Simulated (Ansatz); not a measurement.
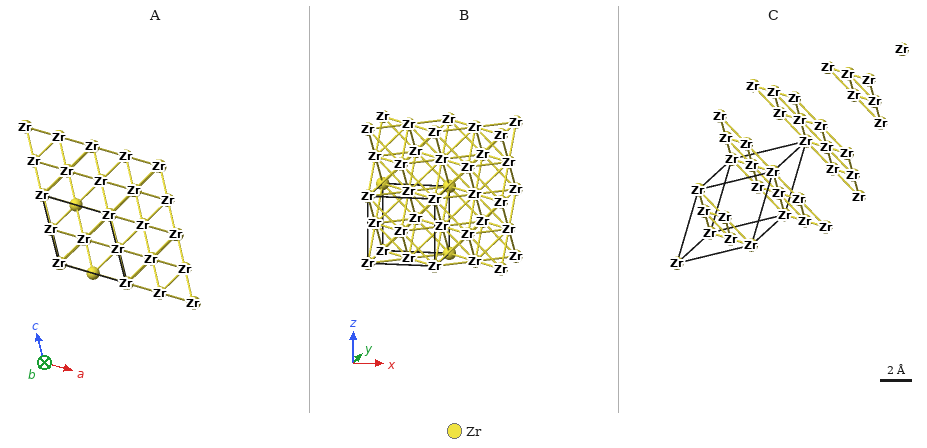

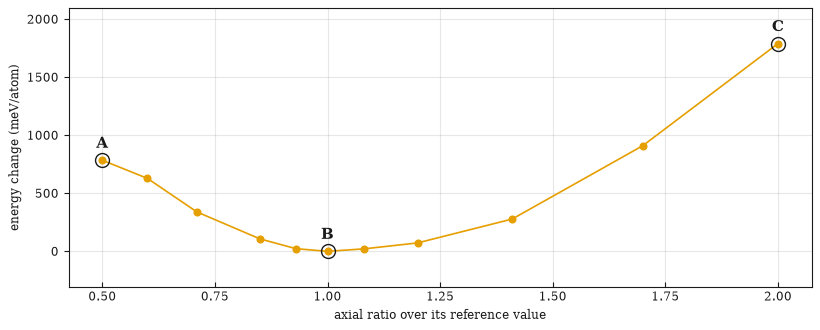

Energy scan for solid Zr (Fm-3m), in which the ratio of the cell's length along [111] to its lengths across, counted as 1 for the reference, is changed at fixed volume (a trigonal path), with the atoms kept at their fractional coordinates. x, y and z are the Cartesian axes of the input. The lettered frames are marked on the plot. Style: ball-and-stick. Shown: the conventional cell (4 times the calculation's cell), repeated 2 × 1 × 2 with one cell outlined, slightly off an axis. Lengths and directions refer to the drawn axes.

Level of theory: Ansatz, DFT LDA, scalar-relativistic, plane waves, PAW. (plane-wave cutoff 420 eV; k-point mesh 20 × 20 × 20; occupations gaussian; smearing width 0.15 eV; no spin polarisation). Energies (free energies at the smearing named) are counted from the cell as listed in its source, which wasn't relaxed.

Q: Read off the main features of the energy profile.

A: The lowest computed point lies at the relative ratio 1.00 (0 meV/atom). The end points stand at 785 meV/atom (0.50) and 1790 meV/atom (2.00). The unrelaxed reference is under a pressure of −5.6 GPa. The distortion takes the space group from Fm-3m to R-3m, except for Pm-3m at 0.50. At the relative ratio 2.00 the cell of the drawing goes a 4.510 → 5.062 Å, b 4.510 → 5.062 Å, c 4.510 → 5.062 Å, α 90.0° → 60.0°, β 90.0° → 60.0°, γ 90.0° → 60.0°.

The computed points:

```
axial ratio over its reference value  energy change (meV/atom)
                                0.50                       785
                                0.60                       629
                                0.71                       340
                                0.85                       107
                                0.93                        23
                                1.00                         0
                                1.08                        21
                                1.20                        73
                                1.41                       278
                                1.70                       910
                                2.00                      1790
```
